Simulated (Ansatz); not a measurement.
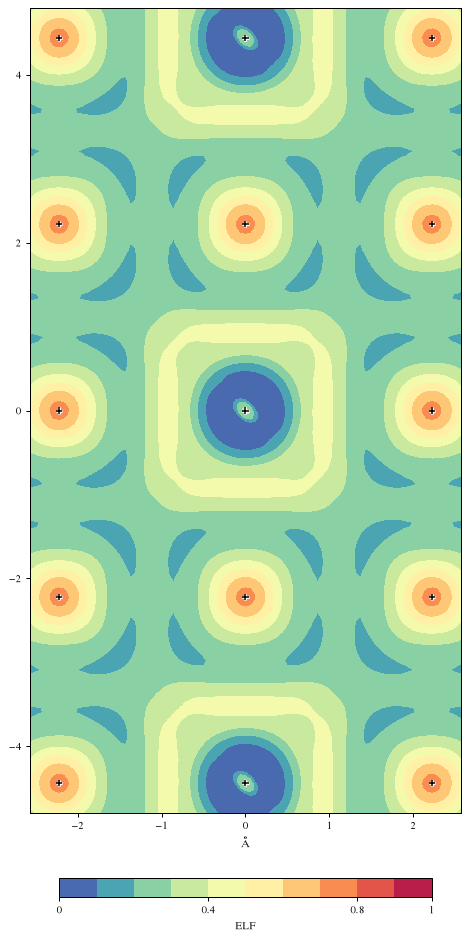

The electron localisation function on a plane through atoms (crosses mark nuclei in the plane).

Computed with DFT PBEsol, scalar-relativistic, plane waves, PAW in Ansatz 0.2.0.

Candidates:
A. Au, a = 4.08 Å, b = 4.08 Å, c = 4.08 Å, α = 90.00°, β = 90.00°, γ = 90.00°. Space group Fm-3m; computed without spin polarisation.
B. Ge, a = 2.77 Å, b = 5.04 Å, c = 2.64 Å, α = 90.00°, β = 90.00°, γ = 90.00°. Space group Cmmm; a structure from a database of computed crystals, not necessarily the ambient phase.
C. Ni$_{3}$Ge, a = 4.44 Å, b = 4.44 Å, c = 4.44 Å, α = 90.00°, β = 90.00°, γ = 90.00°. Space group Im-3m; a structure from a database of computed crystals, not necessarily the ambient phase; computed pressure about 36 GPa in this cell; computed without spin polarisation.

**Which system is this?**

Candidate C: Ni$_{3}$Ge on the (001) plane of the conventional cell, which holds Ni and Ge. Ni–Ni (2.22 Å): the ELF is about 0.25 at the midpoint; no localised pair shows between them. Ni–Ge (2.22 Å): the ELF is about 0.35 at the midpoint.
